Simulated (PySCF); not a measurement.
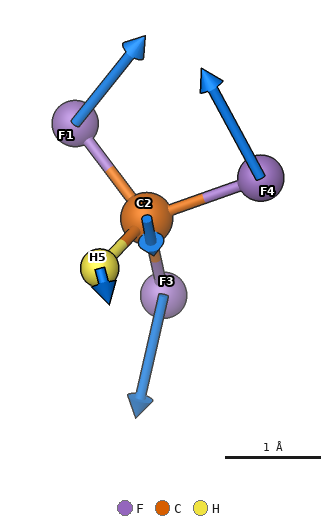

A relaxation of CHF3. The starting structure is drawn; blue arrows show the displacements, magnified 50 times. The two geometries are superimposed by the best rigid fit.

A ball-and-stick model, seen from a free direction.

The start comes from GFN2-xTB. Its atoms were then displaced at random by about 0.01 Å.

All numbers below come from PySCF, PBE0-D3(BJ)/def2-SVP geometry optimisation, gas phase. 

Which element moves most?

Fluorine: up to 0.028 Å, against 0.012 Å for carbon.

What happened in the run?

The atom that moves furthest after the best rigid fit is F3 (0.028 Å). Largest moves by element: F 0.028 Å, C 0.012 Å, H 0.008 Å. Some distances before and after: C2–F3 1.317 → 1.327 Å, C2–H5 1.096 → 1.103 Å. Among the angles between lasting bonds that change: F1–C2–F4 111.2° → 108.6°. After 4 geometry steps the energy has fallen by 0.64 kcal/mol.
